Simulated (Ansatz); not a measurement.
**MoS: density, localisation and related maps**

Input file:

```
crystal:
  lattice:
    - [2.9706444826, 0.0, 0.0]
    - [0.0, 2.9706444826, 0.0]
    - [0.0, 0.0, 5.9412889651]
  atoms:
    - { symbol: Mo, position: [1.0, 0.0, 0.0], spin: 2.0 }
    - { symbol: S, position: [0.5, 0.5, 0.25] }
    - { symbol: Mo, position: [1.0, 0.0, 0.5], spin: -2.0 }
    - { symbol: S, position: [0.5, 0.5, 0.75] }
basis:
  ecutwfc: 420
kpoints:
  mp_grid: { grid: [14, 14, 7] }
hamiltonian:
  xc: pbesol
scf:
  occupations: { method: gaussian, width: 0.1 }
  lower_state_search: "off"
output:
  forces: true
  stress: true
  eigenvalues: true
  populations: true
  write_density: true
  write_potential: true
  elf: true
  volumetric_format: npy
magnetization:
  spin_polarized: true
```

Run with:

```sh
ansatz run input.yaml --threads 1 --pin off --max-ram 2560MiB --backend cpu --events-out ev --progress --plain --runs-dir out
```

Space group Pm-3m; started from the CsCl (B2) prototype, which need not be the ambient phase; the program warned that a starting moment wasn't kept; spin-polarised, but the moments vanished.

These are results of DFT PBEsol, scalar-relativistic, plane waves, PAW (Ansatz), not measurements.

Core electrons are frozen (PAW), and the valence fields are smoothed inside the atomic spheres.

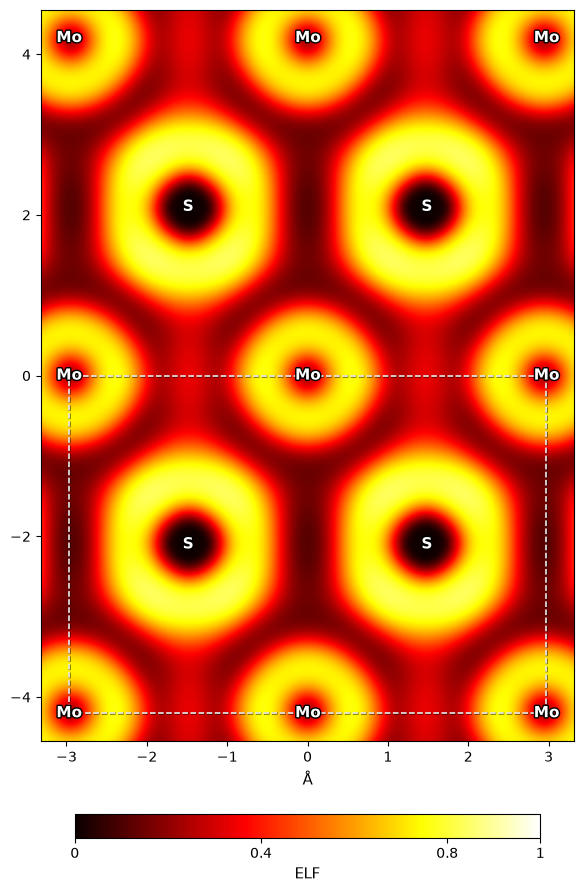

Figure 1. Electron localisation function on the (11̄0) plane of the calculation cell.

Describe what can be read from this map.

Answer. Atoms in the plane: Mo and S.
Mo–S (2.57 Å): the ELF peaks at about 0.85 in the valence shell of S, 0.8 Å from its nucleus, and is about 0.35 at the midpoint.
The features right at Mo lie inside the PAW spheres, where the map follows smoothed inner orbitals and isn't to be read closely.

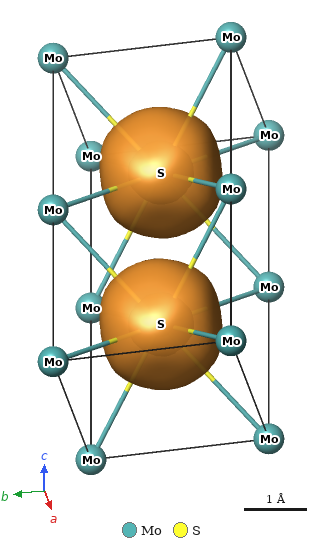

Figure 2. Isosurface of the ELF at 0.65 (orange), seen at an oblique angle. Only the valence region is drawn (cores and ρ < 0.01 e/Å³ removed). Sticks mark near contacts.

What do the ELF domains correspond to?

Answer. At this value the surface marks out two regions wrapped around S (the valence shell of each), counted in one cell of 4 atoms. Regions shared between cells count once.

Metal or insulator at this level of theory?

Answer. It is metallic or semimetallic at this level of theory: no gap opens; semilocal functionals without U, or without the true magnetic order, often close the gap of such compounds.
